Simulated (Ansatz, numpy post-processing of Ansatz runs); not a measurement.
# Band gap and electron mass of zincblende InP between 0.88 and 1.06 of the equilibrium volume, r2SCAN with spin-orbit coupling

We calculate the band gap and the electron mass of zincblende InP at nine imposed volumes, with r2SCAN and spin-orbit coupling, and measure every change against the cell relaxed to zero pressure with the same functional.

The brief is an infrared light source tuned by hydrostatic pressure. Its photon energy is to rise by at least 0.2 eV from the zero-pressure value, at no more than 5 GPa. The electron drift mobility, taken at a fixed scattering time, may fall by at most 20 %. If several volumes qualify, we take the one that needs the least pressure. These limits are our own choice. The target is set as a shift because a semilocal functional gives changes of the gap more reliably than the gap itself.

## How the numbers were made

InP (zincblende), space group 216, 2 atoms in the cell, from the Crystallography Open Database. The reference is the cell relaxed to zero pressure with this functional (primitive vectors 4.176, 4.176, 4.176 angstrom). The volume is imposed; symmetry fixes the cell shape and the positions of the ions, so each volume is a single-point calculation. Ansatz 0.2.0, plane waves with PAW potentials (set ansatz_paw_generated_soft_1), r2SCAN, with spin-orbit coupling, no spin polarisation, no Hubbard U; cutoff 500 eV, self-consistent k meshes 6x6x6. Band extrema were located on a dense mesh in each cell and refined; masses are central differences at 0.008 and 0.03 1/angstrom. The same in all rows: where the valence-band maximum and the conduction-band minimum lie in the zone: Gamma to Gamma.

- V/V0: volume over that of the reference cell.
- pressure (GPa): static pressure, positive under compression.
- band gap (eV): fundamental Kohn-Sham gap, conduction-band minimum minus valence-band maximum.
- electron mass (m_e): electron conductivity mass of the lowest valley, in free-electron masses.

## Numbers

```
member       V/V0  pressure (GPa)  band gap (eV)  electron mass (m_e)
V/V0 = 0.88  0.88  11.69           1.734          0.1160
V/V0 = 0.91  0.91  8.01            1.545          0.1050
V/V0 = 0.94  0.94  4.89            1.360          0.0947
V/V0 = 0.96  0.96  3.08            1.238          0.0876
V/V0 = 0.98  0.98  1.45            1.119          0.0805
V/V0 = 1.00  1.00  0.00            1.001          0.0734
V/V0 = 1.02  1.02  −1.30           0.885          0.0661
V/V0 = 1.04  1.04  −2.46           0.772          0.0589
V/V0 = 1.06  1.06  −3.50           0.660          0.0516
```

band gap (eV) against V/V0:

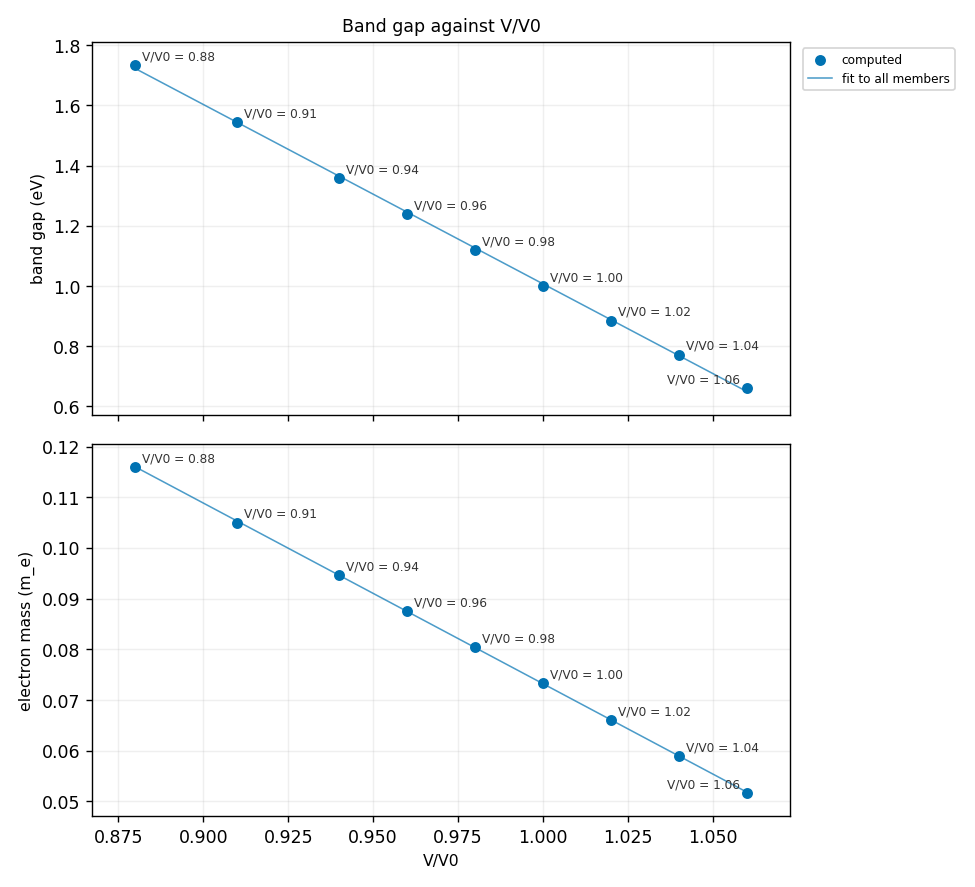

Least-squares fits to the whole series, with x = V/V0; R² in the fitted variables, residuals in the unit of y:

```
y                    members  fit                      R²    rms residual  leave-one-out rms  standard deviation of y
band gap (eV)        9        y = 6.972 − 5.965 x      1.00  0.0070        0.010              0.36
electron mass (m_e)  9        y = 0.42981 − 0.35660 x  1.00  1.6×10⁻⁴      2.1×10⁻⁴           0.021
```

## Interpretation

Compression opens the gap and makes the electron heavier at every step of the table, while both band edges stay at $\Gamma$. Around the reference volume the gap changes by (0.885 − 1.119) / (1.02 − 0.98) = −5.85 eV per unit of $V/V_0$, and the mass by (0.0661 − 0.0805) / 0.04 = −0.36 $m_e$.

The gap opens because its two edges differ in character. The conduction-band minimum at $\Gamma$ is an antibonding combination of s orbitals, which shorter bonds push up strongly. The valence-band maximum is made of bonding p states and moves much less. The spin-orbit splitting hardly changes with volume, so it plays little part.

Per unit of pressure the response weakens under compression. From $V/V_0$ = 1.00 to 0.98 the gap gains (1.119 − 1.001) / 1.45 = 0.081 eV/GPa, and from 0.91 to 0.88 only (1.734 − 1.545) / (11.69 − 8.01) = 0.051 eV/GPa. The crystal stiffens, so each further GPa removes less volume.

The mass follows the gap because the electron is light through its coupling to the valence states just below. In the simplest two-band form,

$$\frac{m}{m_e} = \frac{E_g}{E_g + E_P},$$

where $E_P$ measures the strength of that coupling. The reference row fixes $E_P$ = 1.001 × (1 / 0.0734 − 1) = 12.6 eV. With this constant the formula misses the nine masses by 0.0024 $m_e$ rms, against a standard deviation of 0.021 $m_e$. It gives too heavy an electron under compression (at 0.88, 1.734 / (1.734 + 12.6) = 0.121 against the computed 0.1160) and too light a one under expansion. A coupling that grows as the bonds shorten would have this sign.

## Departures from the trend

Largest departures from the fit to the whole series:

```
member       band gap (eV)  fit    computed − fit  in rms residuals
V/V0 = 0.88  1.734          1.723  +0.011          1.6
V/V0 = 1.06  0.660          0.649  +0.011          1.6
V/V0 = 0.96  1.238          1.246  −0.008          1.1
V/V0 = 0.98  1.119          1.126  −0.007          1.0
```

The departures of the gap from the straight line are a smooth curvature. They are positive at both ends, +0.011 eV at 0.88 and at 1.06, and negative in the middle. Most of the bend disappears when the gap is taken against $\ln V$: the slope is then the mean $V/V_0$ of an interval times the slope in $V/V_0$, which gives (0.88 + 0.91) / 2 × (1.545 − 1.734) / 0.03 = −5.64 eV between 0.88 and 0.91 and 1.05 × (0.660 − 0.772) / 0.02 = −5.88 eV between 1.04 and 1.06, a weaker bend of the opposite sign.

The end rows deserve less trust for physical reasons. InP is known to leave the zincblende structure at pressures of the order reached in the most compressed rows, so these may describe a metastable crystal. The conduction valley at X also approaches the one at $\Gamma$ under pressure, and a functional that places the $\Gamma$ minimum too low can hide a crossing. At 1.06 the gap is only 0.660 eV, so the same absolute error weighs more heavily on the mass.

## Choosing a member

The three expanded rows shift the gap the wrong way, and 0.91 and 0.88 need more than 5 GPa. At 0.98 the shift is 1.119 − 1.001 = 0.118 eV, which is too small. Two volumes remain:

- $V/V_0$ = 0.96: shift 1.238 − 1.001 = 0.237 eV at 3.08 GPa
- $V/V_0$ = 0.94: shift 1.360 − 1.001 = 0.359 eV at 4.89 GPa

With $\mu = e\tau/m$ and fixed $\tau$, the mobility loss is 1 − 0.0734 / 0.0876 = 16 % at 0.96 and 1 − 0.0734 / 0.0947 = 22 % at 0.94. Only 0.96 meets the brief, and it is our pick; 0.94 is the runner-up.

In wavelength, $\lambda = hc/E_g$ with $hc$ = 1240 eV nm, the pick moves the emission from 1240 / 1.001 = 1239 nm to 1240 / 1.238 = 1002 nm. These figures carry the error of the functional, which puts the gap roughly 0.4 eV below the measured one. Taken as a rigid shift, it makes the gaps 1.001 + 0.4 = 1.401 eV and 1.238 + 0.4 = 1.638 eV. The wavelengths become 1240 / 1.401 = 885 nm and 1240 / 1.638 = 757 nm, so the wavelength shift drops from 1239 − 1002 = 237 nm to 885 − 757 = 128 nm although the energy shift is unchanged.

The same correction makes the relative growth of the mass smaller. Scaled by 1.001 / 1.401, the 29 % increase at 0.94 becomes about 21 %, and the mobility loss about 17 %. The runner-up would then qualify too, but 0.96 would still win on pressure.

Two things could overturn the pick. If the true gap shift were more than 16 % smaller than calculated (0.2 / 0.237 = 0.84), 0.96 would miss the optical target and 0.94 would replace it, provided its mobility passed. The scattering time may also shorten as the electron grows heavier. The calculated masses at 1.00 and 0.96 have the ratio 0.0734 / 0.0876 = 0.838. If the mobility went as $m^{-3/2}$, the loss at 0.96 would be 1 − 0.838^1.5 = 23 %, above the limit.

## Rules of thumb and their limits

Between 0.88 and 1.06 of the reference volume, a one per cent compression of zincblende InP opens the calculated gap by about 5.965 / 100 = 0.06 eV and adds about 0.35660 / 100 = 0.0036 $m_e$ to the electron mass. Both rules serve for interpolation within this range.

The gaps of the series span 1.734 − 0.660 = 1.07 eV. A change to the rock-salt structure under pressure would outweigh this whole span, because it makes InP metallic and so removes a gap of well over 1 eV. The error of the functional is smaller than the span but larger than any step between neighbouring rows. Correcting it raises all gaps by roughly 0.4 eV, which matters for an absolute wavelength far more than for a shift in energy.

[Logs are printed without paths, hosts, clocks, repeated set-up lines and the standing remarks that a program may print on its own settings, such as how far it seeks lower states.]

[On method and selection: Runs that did not converge, have known faults or may not be shown are not listed, and runs on Ansatz's PAW sets soft_1 and soft_2 are kept to separate tables.]
